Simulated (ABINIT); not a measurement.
**Single-point calculation of NiSi$_{2}$**

System: NiSi$_{2}$ (Fm-3m, 3 atoms in the cell).
Method: Kohn-Sham DFT of a periodic cell, PBE, PseudoDojo NC SR PBE v0.4.1 standard, spin-polarised (ABINIT 10.8.3).

The structure derives from an entry of the Crystallography Open Database.

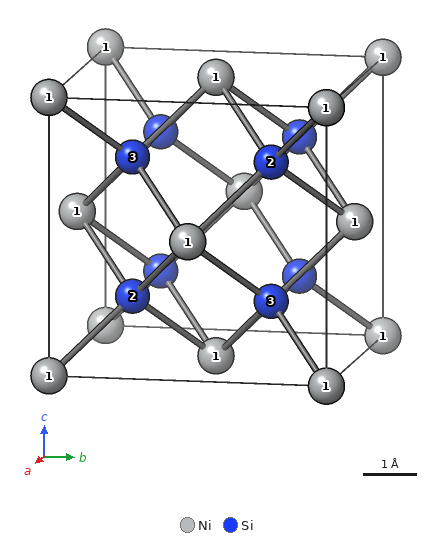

*The input geometry (ball-and-stick view of the cell 4 times as large as that of the calculation, set on its symmetry axes, seen slightly off an axis; atoms are numbered from 1 in the order of the input). An atom can appear more than once, as a periodic image.*

## Input
```
# Pseudopotentials
pp_dirpath "./"
pseudos "Ni.upf, Si.upf"

# Structure
acell 3.8226192591 3.8226192591 3.8226192591 Angstrom
rprim
     0.0000000000     0.7071067812     0.7071067812
     0.7071067812     0.0000000000     0.7071067812
     0.7071067812     0.7071067812     0.0000000000
ntypat 2
znucl 28 14
natom 3
typat 1 2 2
xred
     0.0000000000     0.0000000000     0.0000000000
     0.7500000000     0.7500000000     0.7500000000
     0.2500000000     0.2500000000     0.2500000000

# Plane-wave basis
ecut 1251.723767 eV

# k points
kptopt 1
ngkpt 7 7 7
nshiftk 1
shiftk 0.0 0.0 0.0

# Exchange and correlation
ixc 11

# Bands and occupations
nband 18
occopt 3
tsmear 0.05 eV

# Spin
nsppol 2
spinat
     0.0000000000     0.0000000000     1.0000000000
     0.0000000000     0.0000000000     0.0000000000
     0.0000000000     0.0000000000     0.0000000000

# SCF cycle
nstep 100
tolvrs 1.0e-10

# Output
iomode 3
prtwf 0
prteig 0
prtebands 0
enunit 2
prtden 1
prtvha 1
prtvclmb 1
prtpot 1
```

Run on 4 threads of Intel Xeon (Sapphire Rapids), 176 GiB of memory available, shared host.

Launch command:
```bash
mpirun --bind-to none -np 4 abinit run.abi > log 2>&1
```

## Output
```
.Version 10.8.3 of ABINIT
 Symmetries : space group Fm -3 m (#225); Bravais cF (face-center cubic)
================================================================================
 Values of the parameters that define the memory need of the present run
     intxc =       0    ionmov =       0      iscf =       7    lmnmax =       6
     lnmax =       6     mgfft =      48  mpssoang =       3    mqgrid =    3001
     natom =       3  nloc_mem =       1    nspden =       2   nspinor =       1
    nsppol =       2      nsym =      48    n1xccc =    2501    ntypat =       2
    occopt =       3   xclevel =       2
       mpw =        3999          nfft =      110592          nkpt =          20
================================================================================
================================================================================

--------------------------------------------------------------------------------
------------- Echo of variables that govern the present computation ------------
--------------------------------------------------------------------------------
 -outvars: echo values of preprocessed input variables --------
            acell      7.2237034833E+00  7.2237034833E+00  7.2237034833E+00 Bohr
              amu      5.86900000E+01  2.80855000E+01
             ecut      4.60000000E+01 Hartree
           enunit           2
              ixc          11
         kptrlatt        7    0    0      0    7    0      0    0    7
          kptrlen      5.05659244E+01
            natom           3
            nband          18
            ngfft          48      48      48
             nkpt          20
           nspden           2
           nsppol           2
            nstep         100
             nsym          48
           ntypat           2
           occopt           3
        prtebands           0
           prteig           0
           prtpot           1
         prtvclmb           1
           prtvha           1
            prtwf           0
            rprim      0.0000000000E+00  7.0710678120E-01  7.0710678120E-01
                       7.0710678120E-01  0.0000000000E+00  7.0710678120E-01
                       7.0710678120E-01  7.0710678120E-01  0.0000000000E+00
          spgroup         225
           spinat      0.0000000000E+00  0.0000000000E+00  1.0000000000E+00
                       0.0000000000E+00  0.0000000000E+00  0.0000000000E+00
                       0.0000000000E+00  0.0000000000E+00  0.0000000000E+00
           tolvrs      1.00000000E-10
           tsmear      1.83746611E-03 Hartree
            typat      1  2  2
           xangst      0.0000000000E+00  0.0000000000E+00  0.0000000000E+00
                       4.0545000001E+00  4.0545000001E+00  4.0545000001E+00
                       1.3515000000E+00  1.3515000000E+00  1.3515000000E+00
            xcart      0.0000000000E+00  0.0000000000E+00  0.0000000000E+00
                       7.6618945776E+00  7.6618945776E+00  7.6618945776E+00
                       2.5539648592E+00  2.5539648592E+00  2.5539648592E+00
             xred      0.0000000000E+00  0.0000000000E+00  0.0000000000E+00
                       7.5000000000E-01  7.5000000000E-01  7.5000000000E-01
                       2.5000000000E-01  2.5000000000E-01  2.5000000000E-01
            znucl       28.00000   14.00000

================================================================================

 chkinp: Checking input parameters for consistency.

================================================================================
== DATASET  1 ==================================================================

--- !DatasetInfo
iteration_state: {dtset: 1, }
dimensions: {natom: 3, nkpt: 20, mband: 18, nsppol: 2, nspinor: 1, nspden: 2, mpw: 3999, }
cutoff_energies: {ecut:  46.0, pawecutdg:  -1.0, }
electrons: {nelect:   2.60000000E+01, charge:   0.00000000E+00, occopt:   3.00000000E+00, tsmear:   1.83746611E-03, }
meta: {optdriver: 0, ionmov: 0, optcell: 0, iscf: 7, paral_kgb: 0, }
...

 Exchange-correlation functional for the present dataset will be:
  GGA: Perdew-Burke-Ernzerhof functional - ixc=11
  J.P.Perdew, K.Burke, M.Ernzerhof, PRL 77, 3865 (1996)

 Real(R)+Recip(G) space primitive vectors, cartesian coordinates (Bohr,Bohr^-1):
 R(1)=  0.0000000  5.1079297  5.1079297  G(1)= -0.0978870  0.0978870  0.0978870
 R(2)=  5.1079297  0.0000000  5.1079297  G(2)=  0.0978870 -0.0978870  0.0978870
 R(3)=  5.1079297  5.1079297  0.0000000  G(3)=  0.0978870  0.0978870 -0.0978870
 Unit cell volume ucvol=  2.6654144E+02 bohr^3
 Angles (23,13,12)=  6.00000000E+01  6.00000000E+01  6.00000000E+01 degrees

 getcut: wavevector=  0.0000  0.0000  0.0000  ngfft=  48  48  48
         ecut(hartree)=     46.000   => boxcut(ratio)=   2.17639

--- Pseudopotential description ------------------------------------------------
- pspini: atom type   1  psp file is ./Ni.upf
12 -101130 2 -1 1372                          pspcod,pspxc,lmax,lloc,mmax
     nproj     2     2     2

- pspini: atom type   2  psp file is ./Si.upf
12 -101130 2 -1 1510                          pspcod,pspxc,lmax,lloc,mmax
     nproj     2     2     2

   9.94520268E+02                                ecore*ucvol(ha*bohr**3)
--------------------------------------------------------------------------------

================================================================================

--- !BeginCycle
iteration_state: {dtset: 1, }
solver: {iscf: 7, nstep: 100, nline: 4, wfoptalg: 0, }
tolerances: {tolvrs: 1.00E-10, }
...

     iter   Etot(hartree)      deltaE(h)  residm     vres2   difmagsph maxmagsph
 ETOT  1  -175.26151194231    -1.753E+02 2.644E-01 2.426E+03 1.820E-01 1.820E-01
 ETOT  2  -174.20041408925     1.061E+00 2.599E-02 2.996E+04 1.683E-01 1.374E-02
 ETOT  3  -175.74509012129    -1.545E+00 1.576E-02 7.760E+03 2.003E-02 3.377E-02
 ETOT  4  -175.62528280831     1.198E-01 4.012E-03 9.752E+03 1.506E-03 3.227E-02
 ETOT  5  -175.66828536475    -4.300E-02 2.065E-02 8.374E+03 1.655E-03 3.291E-02
 ETOT  6  -176.26416012836    -5.959E-01 1.680E-03 3.513E+02 3.222E-03 3.173E-02
 ETOT  7  -176.29148544906    -2.733E-02 1.175E-03 9.580E+00 1.775E-02 1.398E-02
 ETOT  8  -176.29170444146    -2.190E-04 4.254E-04 6.537E+00 2.684E-03 1.130E-02
 ETOT  9  -176.29212991931    -4.255E-04 9.811E-04 5.571E-01 6.489E-03 4.809E-03
 ETOT 10  -176.29216719793    -3.728E-05 3.595E-04 2.837E-03 1.910E-03 2.899E-03
 ETOT 11  -176.29216738703    -1.891E-07 8.419E-04 5.295E-04 1.957E-03 9.423E-04
 ETOT 12  -176.29216745788    -7.085E-08 2.978E-04 1.115E-04 1.086E-03 1.435E-04
 ETOT 13  -176.29216743876     1.911E-08 5.751E-04 4.182E-04 1.059E-04 3.757E-05
 ETOT 14  -176.29216746578    -2.701E-08 1.449E-04 2.042E-07 2.405E-05 1.352E-05
 ETOT 15  -176.29216746581    -3.084E-11 2.503E-04 1.588E-09 1.421E-05 6.928E-07
 ETOT 16  -176.29216746581     1.933E-12 5.429E-05 3.328E-10 2.938E-07 3.990E-07
 ETOT 17  -176.29216746581    -2.274E-12 9.041E-05 1.390E-11 9.739E-08 3.016E-07

 At SCF step   17       vres2   =  1.39E-11 < tolvrs=  1.00E-10 =>converged.

 Cartesian components of stress tensor (hartree/bohr^3)
  sigma(1 1)= -9.99870796E-05  sigma(3 2)=  0.00000000E+00
  sigma(2 2)= -9.99870796E-05  sigma(3 1)=  0.00000000E+00
  sigma(3 3)= -9.99870796E-05  sigma(2 1)=  0.00000000E+00

--- !ResultsGS
iteration_state: {dtset: 1, }
comment   : Summary of ground state results
lattice_vectors:
- [  0.0000000,   5.1079297,   5.1079297, ]
- [  5.1079297,   0.0000000,   5.1079297, ]
- [  5.1079297,   5.1079297,   0.0000000, ]
lattice_lengths: [   7.22370,    7.22370,    7.22370, ]
lattice_angles: [ 60.000,  60.000,  60.000, ] # degrees, (23, 13, 12)
lattice_volume:   2.6654144E+02
convergence: {deltae: -2.274E-12, res2:  1.390E-11, residm:  9.041E-05, diffor: null, }
etotal    :  -1.76292167E+02
entropy   :   0.00000000E+00
fermie    :   3.47101470E-01
cartesian_stress_tensor: # hartree/bohr^3
- [ -9.99870796E-05,   0.00000000E+00,   0.00000000E+00, ]
- [  0.00000000E+00,  -9.99870796E-05,   0.00000000E+00, ]
- [  0.00000000E+00,   0.00000000E+00,  -9.99870796E-05, ]
pressure_GPa:   2.9417E+00
xred      :
- [  0.0000E+00,   0.0000E+00,   0.0000E+00, Ni]
- [  7.5000E-01,   7.5000E-01,   7.5000E-01, Si]
- [  2.5000E-01,   2.5000E-01,   2.5000E-01, Si]
cartesian_forces: # hartree/bohr
- [  7.72192403E-32,   8.57991559E-33,  -7.72192403E-32, ]
- [ -1.54438481E-31,  -1.71598312E-32,   1.54438481E-31, ]
- [  7.72192403E-32,   8.57991559E-33,  -7.72192403E-32, ]
force_length_stats: {min:   1.09541029E-31, max:   2.19082059E-31, mean:   1.46054706E-31, }
...

 Integrated electronic and magnetization densities in atomic spheres:
 ------------------------------------------------------------------------------------------------------------
 Radius=ratsph(iatom), smearing ratsm=  0.0000. Diff(up-dn)=approximate z local magnetic moment.
    Atom    Radius    up_density   dn_density  Total(up+dn)  Diff(up-dn)
    1 Ni   2.00000     8.273678     8.273677     16.547355     0.000000
    2 Si   2.00000     0.863212     0.863212      1.726424    -0.000000
    3 Si   2.00000     0.863212     0.863212      1.726424    -0.000000
 ------------------------------------------------------------------------------------------------------------
  Sum:                10.000101    10.000101     20.000203     0.000000
 Total magnetization (from the atomic spheres):                0.000000
 Total magnetization (exact up - dn):                          0.000000

================================================================================

 ----iterations are completed or convergence reached----

 Mean square residual over all n,k,spin=   16.050E-08; max=  90.412E-06
 reduced coordinates (array xred) for    3 atoms
       0.000000000000      0.000000000000      0.000000000000
       0.750000000000      0.750000000000      0.750000000000
       0.250000000000      0.250000000000      0.250000000000
 rms dE/dt=  5.6124E-31; max dE/dt=  1.3148E-30; dE/dt below (all hartree)
    1       0.000000000000      0.000000000000      0.000000000000
    2      -0.000000000000      0.000000000000      0.000000000000
    3       0.000000000000      0.000000000000      0.000000000000

 cartesian coordinates (angstrom) at end:
    1      0.00000000000000     0.00000000000000     0.00000000000000
    2      4.05450000008299     4.05450000008299     4.05450000008299
    3      1.35150000002766     1.35150000002766     1.35150000002766

 cartesian forces (hartree/bohr) at end:
    1      0.00000000000000     0.00000000000000    -0.00000000000000
    2     -0.00000000000000    -0.00000000000000     0.00000000000000
    3      0.00000000000000     0.00000000000000    -0.00000000000000
 frms,max,avg= 8.9439876E-32 1.5443848E-31   0.000E+00  0.000E+00  0.000E+00 h/b

 cartesian forces (eV/Angstrom) at end:
    1      0.00000000000000     0.00000000000000    -0.00000000000000
    2     -0.00000000000000    -0.00000000000000     0.00000000000000
    3      0.00000000000000     0.00000000000000    -0.00000000000000
 frms,max,avg= 4.5991833E-30 7.9415460E-30   0.000E+00  0.000E+00  0.000E+00 e/A
 length scales=  7.223703483320  7.223703483320  7.223703483320 bohr
              =  3.822619259100  3.822619259100  3.822619259100 angstroms
 Fermi (or HOMO) energy (hartree) =   0.34710   Average Vxc (hartree)=  -0.42816
 Magnetization (Bohr magneton)=  2.16221574E-07
 Total spin up =  1.30000001E+01   Total spin down =  1.29999999E+01
 Eigenvalues (hartree) for nkpt=  20  k points, SPIN UP:
 kpt#   1, nband= 18, wtk=  0.00292, kpt=  0.0000  0.0000  0.0000 (reduced coord)
  -3.49758   -2.04180   -2.04180   -2.04180   -0.16076    0.15722    0.15722    0.15722
   0.22056    0.22056    0.33732    0.41180    0.41180    0.41180    0.43204    0.43204
   0.43204    0.52217
      occupation numbers for kpt#   1
   1.00000    1.00000    1.00000    1.00000    1.00000    1.00000    1.00000    1.00000
   1.00000    1.00000    0.99514    0.00000    0.00000    0.00000    0.00000    0.00000
   0.00000    0.00000
 prteigrs : prtvol=0 or 1, do not print more k-points.

 Eigenvalues (hartree) for nkpt=  20  k points, SPIN DOWN:
 kpt#   1, nband= 18, wtk=  0.00292, kpt=  0.0000  0.0000  0.0000 (reduced coord)
  -3.49758   -2.04180   -2.04180   -2.04180   -0.16076    0.15722    0.15722    0.15722
   0.22056    0.22056    0.33732    0.41180    0.41180    0.41180    0.43204    0.43204
   0.43204    0.52217
      occupation numbers for kpt#   1
   1.00000    1.00000    1.00000    1.00000    1.00000    1.00000    1.00000    1.00000
   1.00000    1.00000    0.99514    0.00000    0.00000    0.00000    0.00000    0.00000
   0.00000    0.00000
 prteigrs : prtvol=0 or 1, do not print more k-points.

 Fermi (or HOMO) energy (eV) =   9.44511   Average Vxc (eV)= -11.65092
 Eigenvalues (   eV  ) for nkpt=  20  k points, SPIN UP:
 kpt#   1, nband= 18, wtk=  0.00292, kpt=  0.0000  0.0000  0.0000 (reduced coord)
 -95.17408  -55.56017  -55.56017  -55.56017   -4.37461    4.27817    4.27817    4.27817
   6.00180    6.00180    9.17904   11.20560   11.20560   11.20560   11.75633   11.75633
  11.75633   14.20884
 prteigrs : prtvol=0 or 1, do not print more k-points.

 Eigenvalues (   eV  ) for nkpt=  20  k points, SPIN DOWN:
 kpt#   1, nband= 18, wtk=  0.00292, kpt=  0.0000  0.0000  0.0000 (reduced coord)
 -95.17408  -55.56017  -55.56017  -55.56017   -4.37461    4.27817    4.27817    4.27817
   6.00180    6.00180    9.17904   11.20560   11.20560   11.20560   11.75633   11.75633
  11.75633   14.20884
 prteigrs : prtvol=0 or 1, do not print more k-points.

--- !EnergyTerms
iteration_state     : {dtset: 1, }
comment             : Components of total free energy in Hartree
kinetic             :  8.20218329570219E+01
hartree             :  7.18052881700153E+01
xc                  : -2.46284061074866E+01
Ewald energy        : -9.28967318803416E+01
psp_core            :  3.73120321946378E+00
local_psp           : -1.91087047571419E+02
non_local_psp       : -2.52380523385270E+01
internal            : -1.76291913551274E+02
'-kT*entropy'       : -2.53914534765851E-04
total_energy        : -1.76292167465808E+02
total_energy_eV     : -4.79715426105328E+03
band_energy         : -1.62773238095108E+01
...

 Cartesian components of stress tensor (hartree/bohr^3)
  sigma(1 1)= -9.99870796E-05  sigma(3 2)=  0.00000000E+00
  sigma(2 2)= -9.99870796E-05  sigma(3 1)=  0.00000000E+00
  sigma(3 3)= -9.99870796E-05  sigma(2 1)=  0.00000000E+00

-Cartesian components of stress tensor (GPa)         [Pressure=  2.9417E+00 GPa]
- sigma(1 1)= -2.94172144E+00  sigma(3 2)=  0.00000000E+00
- sigma(2 2)= -2.94172144E+00  sigma(3 1)=  0.00000000E+00
- sigma(3 3)= -2.94172144E+00  sigma(2 1)=  0.00000000E+00

== END DATASET(S) ==============================================================
================================================================================

 -outvars: echo values of variables after computation  --------
            acell      7.2237034833E+00  7.2237034833E+00  7.2237034833E+00 Bohr
           etotal     -1.7629216747E+02
            fcart      7.7219240348E-32  8.5799155943E-33 -7.7219240348E-32
                      -1.5443848070E-31 -1.7159831189E-32  1.5443848070E-31
                       7.7219240348E-32  8.5799155943E-33 -7.7219240348E-32
            rprim      0.0000000000E+00  7.0710678120E-01  7.0710678120E-01
                       7.0710678120E-01  0.0000000000E+00  7.0710678120E-01
                       7.0710678120E-01  7.0710678120E-01  0.0000000000E+00
           strten     -9.9987079606E-05 -9.9987079606E-05 -9.9987079606E-05
                       0.0000000000E+00  0.0000000000E+00  0.0000000000E+00
           xangst      0.0000000000E+00  0.0000000000E+00  0.0000000000E+00
                       4.0545000001E+00  4.0545000001E+00  4.0545000001E+00
                       1.3515000000E+00  1.3515000000E+00  1.3515000000E+00
             xred      0.0000000000E+00  0.0000000000E+00  0.0000000000E+00
                       7.5000000000E-01  7.5000000000E-01  7.5000000000E-01
                       2.5000000000E-01  2.5000000000E-01  2.5000000000E-01
 Calculation completed.
```

## Key numbers

| quantity | value |
| --- | --- |
| outcome | converged |
| space group (tolerance 0.01 Å) | Fm-3m (225) |
| electrons treated | 26 |
| free energy | −4797.1543 eV |
| Fermi energy | 9.445 eV |
| gap on the k-point mesh | none (metallic) |
| net moment of the cell | 0.00 μB |
| pressure | 2.94 GPa |
| largest force (length of the vector) | under 0.001 eV/Å |
| wall time | 67 s (CPU time 4.5 min) |
| peak memory | 0.48 GiB |
